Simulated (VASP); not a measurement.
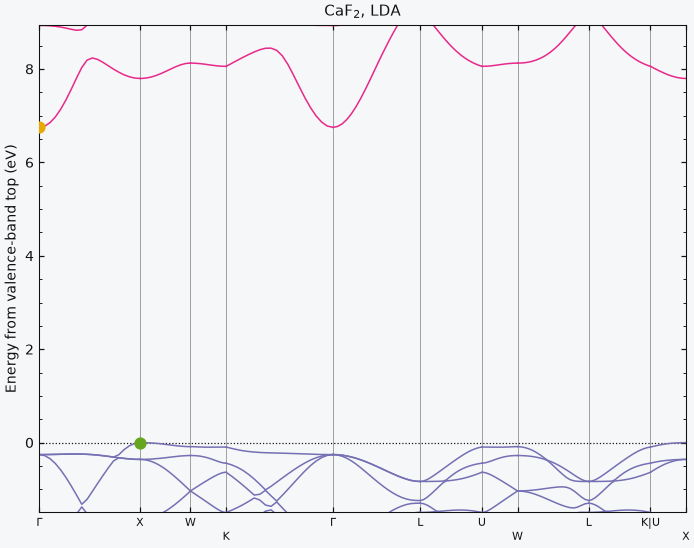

What does this figure show?

Band structure of fluorite-type CaF₂, space group Fm-3m, 3 atoms in the primitive cell (cubic a = 5.513 Å). VASP 6.6.1; LDA, VASP PAW LDA potentials, release 64 (Ca_sv, F), no spin polarisation, no spin-orbit coupling, 10×10×10 k mesh, 450 eV cutoff, Gaussian smearing of 0.02 eV. Energies are counted from the top of the valence band.

The bands leave a gap. The gap along this path is 6.75 eV and indirect, from the valence-band top at X to the conduction-band bottom at Γ; the smallest direct gap is 7.01 eV, at Γ. At W the top valence band lies only 0.09 eV lower. The top valence level at X is a single band, not degenerate (spin aside). The direct gaps are 8.15 eV at U, 8.21 eV at W and 7.01 eV at Γ.

LDA, GGA and most meta-GGA functionals understate gaps. The cell was derived from a database entry in an earlier step, so it needn't be the measured one.
